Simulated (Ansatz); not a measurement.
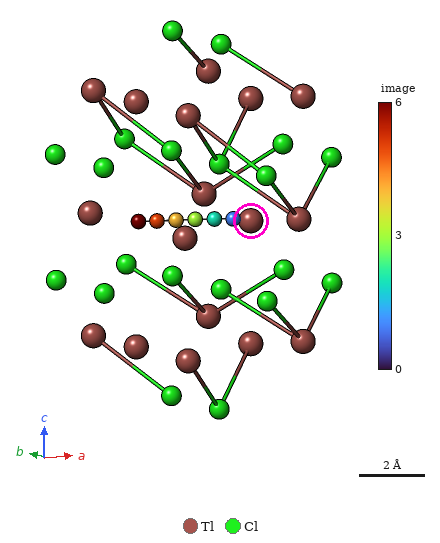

A search for the minimum-energy path of a defect cell of composition Tl₇Cl₈ with a Tl vacancy (15 atoms in the cell) by the nudged elastic band. Images are numbered from 0 (start) to 6 (end). The start is drawn whole; smaller spheres mark the moving atoms (Tl) in the later images, joined by lines and coloured by the number of the image. The picture is a ball-and-stick view of the atoms within 6.1 Å of the middle of the path, seen slightly off an axis. The moving atom is ringed, with any periodic copies. Bonds to atoms that aren't drawn are left out.

Theory: Ansatz, DFT, PAW plane waves, PBE. Run with plane-wave cutoff 420 eV; k-point mesh 2 × 2 × 2; cold smearing 0.15 eV; 5 movable images; climbing image; force threshold 0.05 eV/Å; iteration limit 40.

**Describe the path and its energy.**

It is a vacancy jump: a nearby atom moves into the empty site and leaves its own site empty. A Tl atom travels furthest, 3.80 Å from end to end, along −a, on a straight line. At the highest image its nearest neighbour (Cl) is 2.80 Å away, against 3.26 Å at the start, and the surrounding atoms stand up to 0.23 Å off the mean of their end positions. The highest point, image 3, lies 0.217 eV above the start and 0.212 eV above the end; the end is at +0.005 eV relative to the start. The band is converged.

Limits of the set-up: the cell has an odd number of electrons but was run without spin polarisation; the k-point mesh is coarse for a cell with partly filled bands; the periodic images lie only 7.7 Å apart, so the values are limited by the cell's size.
